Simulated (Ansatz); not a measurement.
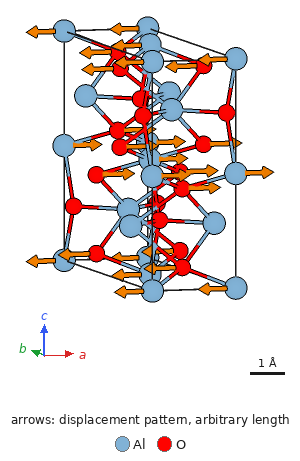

The lowest optical mode of crystalline Al$_{2}$O$_{3}$, space group Cmcm (No. 63), at the zone centre. Displacements are drawn as orange arrows; their common scale and sign are arbitrary. The picture is a ball-and-stick view of the conventional cell (2 times the calculation's cell), seen slightly off an axis. Lengths and directions refer to the drawn axes.

Theory: Ansatz, DFT r2SCAN, scalar-relativistic, plane waves, PAW. (plane-wave cutoff 500 eV; k-point mesh 10 × 10 × 4; occupations gaussian; smearing width 0.05 eV; no spin polarisation)

Frequencies are those without the non-analytic (LO–TO) term.

Is the structure stable against all modes at this point?

Yes: this softest mode has a real frequency, and so have all others here. That speaks for this wave vector alone: the rest of the zone wasn't checked in this run. This is the A_u mode at 86 cm⁻¹, the lowest optical level, silent by symmetry (neither infrared- nor Raman-active). The Al (4c) and O (4c) atoms stay at rest; all motion is along a; atoms of one kind move against one another, with no net shift of any sublattice; the kinetic energy is shared as O 58 %, Al 42 %.
